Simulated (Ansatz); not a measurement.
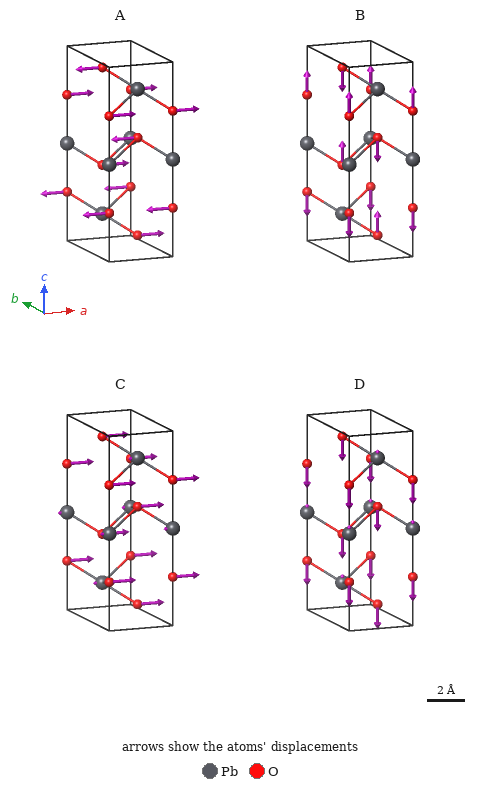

Four optical modes of solid PbO2 (a generated structure) at the zone centre, in no order (one member of each degenerate set). Displacements are drawn as purple arrows; their common scale and sign are arbitrary. Style: ball-and-stick. Shown: the conventional cell (3 times the calculation's cell), from a free direction. Lengths and directions refer to the drawn axes.

Level of theory: DFT PBE+D3(BJ), scalar-relativistic, plane waves, PAW in Ansatz 0.2.0. (plane-wave cutoff 420 eV; k-point mesh 18 × 18 × 18; occupations fermi dirac; smearing width 0.15 eV; no spin polarisation)

The frequencies depend somewhat on the k-mesh and the smearing.

Q: Order them from the lowest to the highest frequency (imaginary ones first).

A: D (271 cm⁻¹), C (313 cm⁻¹), A (379 cm⁻¹), B (437 cm⁻¹). D, A₂u: The O sublattice moves against the Pb sublattice, along c; the kinetic energy is shared as O 87 %, Pb 13 %. C, E_u: The O sublattice moves against the Pb sublattice, along a; it stretches the shortest O–Pb bonds (2.24 Å); the kinetic energy is shared as O 87 %, Pb 13 %. A, E_g: The Pb atoms stay at rest; all motion is along a; atoms of one kind move against one another, with no net shift of their sublattice; it stretches the shortest O–Pb bonds (2.24 Å). B, A₁g: The Pb atoms stay at rest; all motion is along c; atoms of one kind move against one another, with no net shift of their sublattice. The crystal is metallic in this run.
